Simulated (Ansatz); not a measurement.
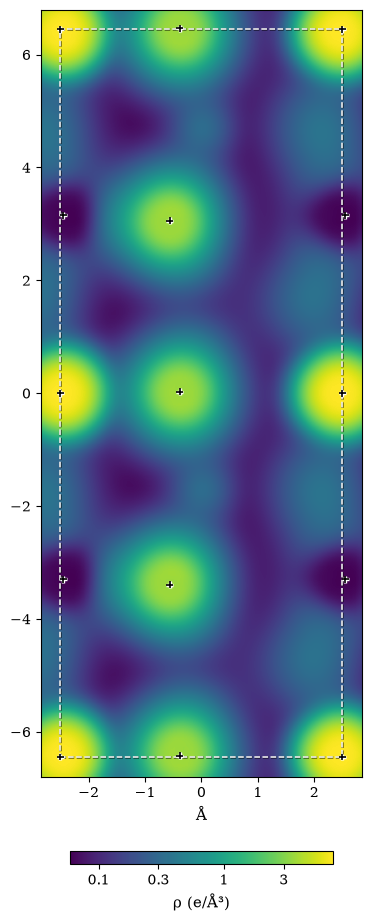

The valence pseudo-density on a plane through atoms (crosses mark nuclei in the plane).

Theory: DFT PBEsol, scalar-relativistic, plane waves, PAW in Ansatz.

Candidates:
A. ScAl₃N₄, a = 6.48 Å, b = 11.15 Å, c = 5.00 Å, α = 90.00°, β = 90.00°, γ = 90.00°. Space group Cmc2₁; a generated structure, not necessarily the stable one.
B. Ru, a = 2.69 Å, b = 2.69 Å, c = 4.25 Å, α = 90.00°, β = 90.00°, γ = 120.00°. Space group P6₃/mmc; computed without spin polarisation.
C. Ag (slab), a = 2.87 Å, b = 2.87 Å, c = 27.16 Å, α = 90.00°, β = 90.00°, γ = 90.00°. Computed without spin polarisation.

**Which candidate gave the map?**

Candidate A: ScAl₃N₄ on the (110) plane of the conventional cell, which holds Sc, Al and N. Al–N (1.89 Å): ρ at the midpoint is about 0.67 e/Å³. Sc–N (2.12 Å): the density is about 0.54 e/Å³ at the midpoint.
